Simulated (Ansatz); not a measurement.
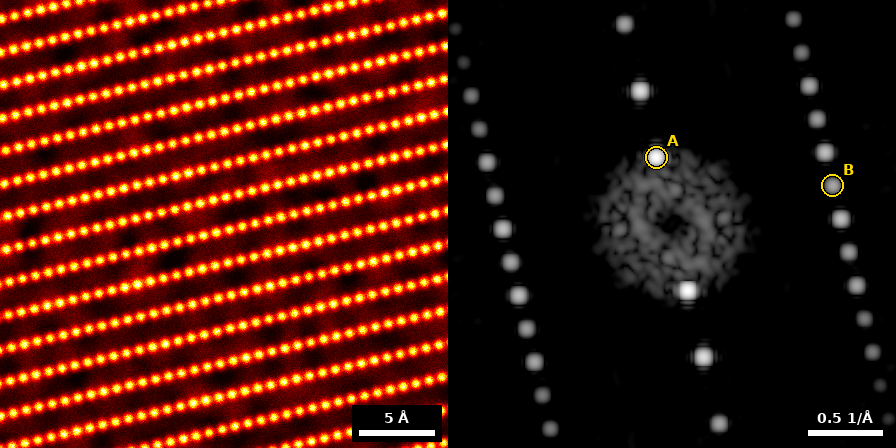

HAADF-like image of a crystal. Simulated incoherent Z contrast: every atom adds Z^1.7 spread by a probe of 0.57 Å full width; channelling and multiple scattering are left out. Shot noise and the speckle of an amorphous layer were added.

The right panel is the modulus of the image's Fourier transform on a logarithmic scale.

Which lattice spacings do the marked spots stand for, and what angle do A and B enclose?

Answer. A: 2.2 Å, B: 0.9 Å; A and B enclose about 90°.

The crystal is Os (P6_3/mmc, No. 194) along [310]; the spots are (0 0 -2) and (1 -3 0). Structure used: a calculation's starting geometry.
